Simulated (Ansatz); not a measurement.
# Energy of TlBr along an even scaling of the cell

System: TlBr (Pm-3m, 2 atoms in the cell).
Method: DFT r2SCAN, scalar-relativistic, plane waves, PAW, no spin polarisation (Ansatz 0.2.0).

The 8 runs differ only in the geometry, by an even scaling of the cell at fixed fractional positions.

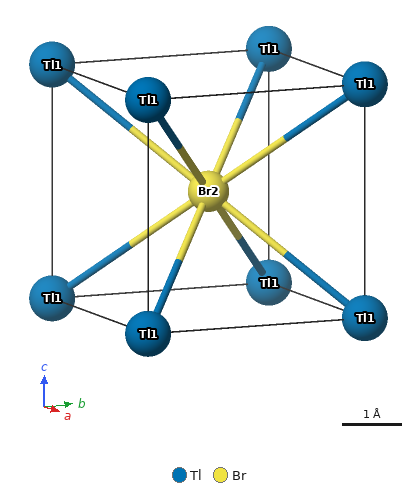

Figure 1. The structure of run 5 (ball-and-stick view of the cell of the calculation, seen slightly off an axis; atoms are numbered from 1 in the order of the input).

**Input of run 5**
```yaml
crystal:
  lattice:
    - [4.044062548, 0.0, 0.0]
    - [0.0, 4.044062548, 0.0]
    - [0.0, 0.0, 4.044062548]
  atoms:
    - { symbol: Tl, position: [0.0, 0.0, 0.0] }
    - { symbol: Br, position: [0.5, 0.5, 0.5] }
basis:
  ecutwfc: 500
  ecutrho_ratio: 4
kpoints:
  mp_grid: { grid: [6, 6, 6] }
hamiltonian:
  xc: r2scan
scf:
  occupations: { method: gaussian, width: 0.05 }
output:
  forces: true
  stress: true
  eigenvalues: true
```

Run 2 differs from it as follows:
```diff
-    - [4.044062548, 0.0, 0.0]
-    - [0.0, 4.044062548, 0.0]
-    - [0.0, 0.0, 4.044062548]
+    - [3.9695276623, 0.0, 0.0]
+    - [0.0, 3.9695276623, 0.0]
+    - [0.0, 0.0, 3.9695276623]
```

**Results, with one run withheld**

```csv
run,volume per atom (Å³),"free energy per atom, from the lowest run given (meV)",pressure (GPa),gap on the mesh (eV)
1,30.636,4.35,1.13,2.22
2,31.274,?,?,?
3,31.912,0.00,0.01,2.33
4,32.551,0.90,−0.45,2.38
5,33.069,2.92,−0.79,2.41
6,33.189,3.54,−0.86,2.42
7,33.272,4.00,−0.91,2.43
8,34.146,10.34,−1.39,2.49
```

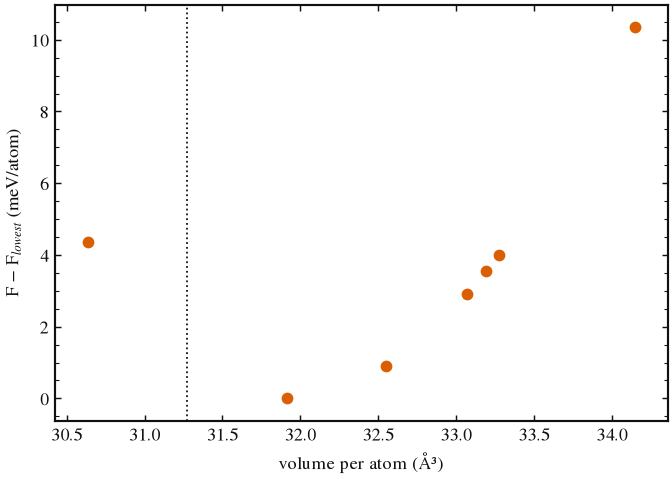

Figure 2. Free energy per atom of the runs given; the dotted line marks run 2.

What should run 2 give?

A cubic polynomial in V^(−2/3) (the Birch–Murnaghan form), fitted to the 7 runs given, misses them by under 0.01 meV per atom. With x = V^(−2/3) − 0.09788 Å⁻², it reads F = 1.2189 − 1637.2 x + 5.4551e+05 x² + 2.8317e+06 x³ (meV per atom). At run 2 it gives 1.07 meV per atom, and the run itself gives 1.07. The slope of the fit gives a pressure −dF/dV of 0.54 GPa there, and the run prints 0.53 GPa. The fit has its minimum at 31.927 Å³ per atom, where V d²F/dV² gives 24.6 GPa: the bulk modulus at this level, since symmetry fixes the shape and the positions. The gap on the mesh goes, without turning, from 2.22 eV in run 1 to 2.49 eV in run 8; run 2 has 2.28 eV. These are gaps of this functional on this mesh, which can miss the band edges; they aren't the measured gap.

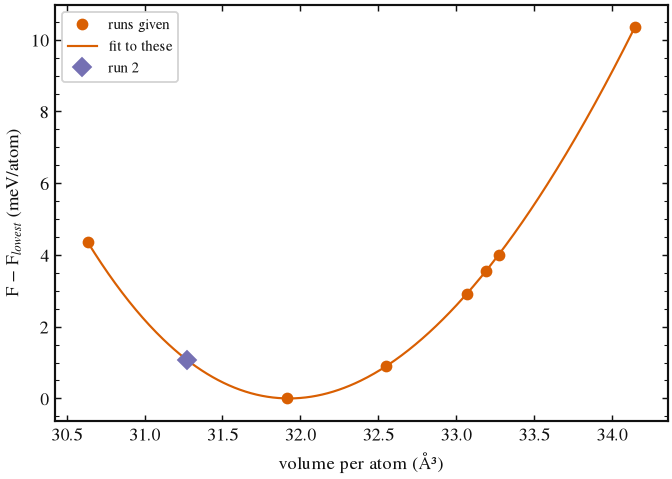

Figure 3. The fit and the withheld run.

**Output, shortened to warnings, some set-up lines, iterations and results (run 2)**
```
Basis set: ecut = 500 eV, 1575 PW (Γ), exchange–correlation on 120×120×120 points (64 copies of the dense FFT grid, shifted against one another)
Symmetry: 48 space group operations
k-points: 20 of 216
Initial density: superposition of atomic densities (neutral atoms: chi_scale 0, normalization atom), corrected by the library's trained network
[...]
SCF iter   1: F=—  HF=-14253.388749 eV  |F-HF|=—  |Δ(HF+E_count)|=         —  Δρ=5.95e-3  dr2=2.18e-2  dr2_τ=3.95e-3  ethr=1.77e-3  ⟨swp⟩=6.5  Hψ=1703  notcnv=0
SCF iter   2: F=—  HF=-14253.383996 eV  |F-HF|=—  |Δ(HF+E_count)|=   4.75e-3  Δρ=1.96e-3  dr2=2.62e-3  dr2_τ=3.38e-4  ethr=1.09e-4  ⟨swp⟩=2.1  Hψ=689  notcnv=0
SCF iter   3: F=—  HF=-14253.383571 eV  |F-HF|=—  |Δ(HF+E_count)|=   4.25e-4  Δρ=4.17e-4  dr2=1.47e-4  dr2_τ=5.58e-6  ethr=1.31e-5  ⟨swp⟩=2.0  Hψ=390  notcnv=0
SCF iter   4: F=—  HF=-14253.383613 eV  |F-HF|=—  |Δ(HF+E_count)|=   4.25e-5  Δρ=1.27e-4  dr2=1.03e-5  dr2_τ=4.22e-7  ethr=7.33e-7  ⟨swp⟩=2.4  Hψ=480  notcnv=0
SCF iter   5: F=—  HF=-14253.383608 eV  |F-HF|=—  |Δ(HF+E_count)|=   5.20e-6  Δρ=1.82e-5  dr2=3.24e-7  dr2_τ=9.48e-8  ethr=5.13e-8  ⟨swp⟩=2.0  Hψ=480  notcnv=0
SCF iter   6: F=-14253.383608 eV  HF=-14253.383608 eV  |F-HF|=1.11e-8  |Δ(HF+E_count)|=   6.10e-8  Δρ=5.38e-6  dr2=1.52e-8  dr2_τ=1.44e-9  ethr=5.00e-10  ⟨swp⟩=6.6  Hψ=1412  …
SCF 1 converged in 6 iterations: F = -14253.383608 eV  dr2 = 1.52e-8
SCF converged after 6 iterations
Free energy (F): -14253.383608 eV
Harris-Foulkes:  -14253.383608 eV  (|F-HF|=1.11e-8)
Internal energy: -14253.383608 eV  (E = F + TS)
E sigma→0 (E₀):  -14253.383608 eV
Fermi energy:    6.102079 eV
--- Per-component energies (eV) ---
  E_band       = -50.955067
  E_kinetic    = 466.363553
  E_local      = -1219.724086  (includes V_loc(G=0)·N_el)
  E_nonlocal   = 388.083190
  E_hartree    = 427.383893
  E_xc         = -470.360684
  E_vxc        = -272.103027  (∫ρ·V_xc dr)
  E_paw        = -12459.411952  (= ΣΔE_a)
  E_vpaw       = -286.134991  (= ΣTr[D̂ρ^β])
  E_aug_tail   = 0.000017  (compensation charges beyond the density's cutoff)
  E_vtau       = 17.794004  (kinetic-family band-sum trace: ∫τ·v_τ [+ j·A + Jᵃ·Aᵃ] dr)
  E_ewald      = -1386.599106
  E_core_change = 0.881567  (= ΣΔE_core)
  E_smearing   = -0.000000  (= −TS)
  E_closure    = 0.000000  (closes the sum)
  Σ components = -14253.383608   (vs F -14253.383608, Δ=0.00e0)
--- Forces (eV/Å), atoms counted from 1 ---
  atom   1  Tl    -0.00000000    -0.00000000     0.00000000
  atom   2  Br     0.00000000    -0.00000000    -0.00000000
  max |Σ_I F_I| component: 6.57e-31 eV/Å
--- Stress (GPa, compression-positive) ---
        0.534694       0.000000       0.000000
        0.000000       0.534694       0.000000
        0.000000       0.000000       0.534694
  P = ⅓ Tr σ = 0.5347 GPa (5.347 kbar)
```

Notes: Spin–orbit coupling is left out, which matters for Tl.
